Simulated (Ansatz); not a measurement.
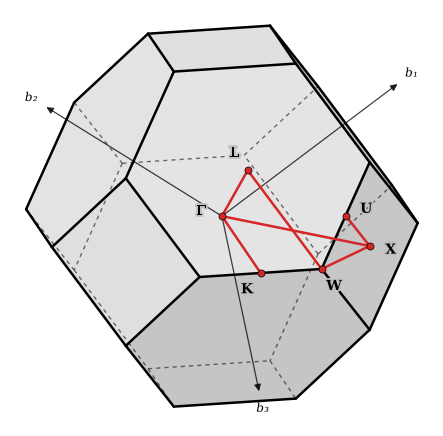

For Pd, the input geometry of an electronic-structure calculation (not necessarily at equilibrium); the starting structure was generated, so it need not be a known form of this composition: the first Brillouin zone and its special points. All values are computed from the atomic coordinates in the standard setting (tolerance 0.002 Å).

Space group Fd-3m (No. 227, origin choice 1); a = 5.687 Å, b = 5.687 Å, c = 5.687 Å, α = 90.00°, β = 90.00°, γ = 90.00°.

Labels and path follow the convention of Hinuma et al. (2017), as computed by seekpath; the arrows show the directions of the reciprocal primitive vectors b₁, b₂, b₃, in which coordinates are given; lengths include the factor 2π.

List the special points with their coordinates and distances from Γ.

Answer.
| point | k₁ | k₂ | k₃ | length of k (1/Å) |
| --- | --- | --- | --- | --- |
| Γ | 0 | 0 | 0 | 0.000 |
| X | 1/2 | 0 | 1/2 | 1.105 |
| L | 1/2 | 1/2 | 1/2 | 0.957 |
| W | 1/2 | 1/4 | 3/4 | 1.235 |
| K | 3/8 | 3/8 | 3/4 | 1.172 |
| U | 5/8 | 1/4 | 5/8 | 1.172 |

What is the zone's volume?

Answer. (2π)³ over the primitive cell's volume of 45.99 Å³: 5.39 Å⁻³.
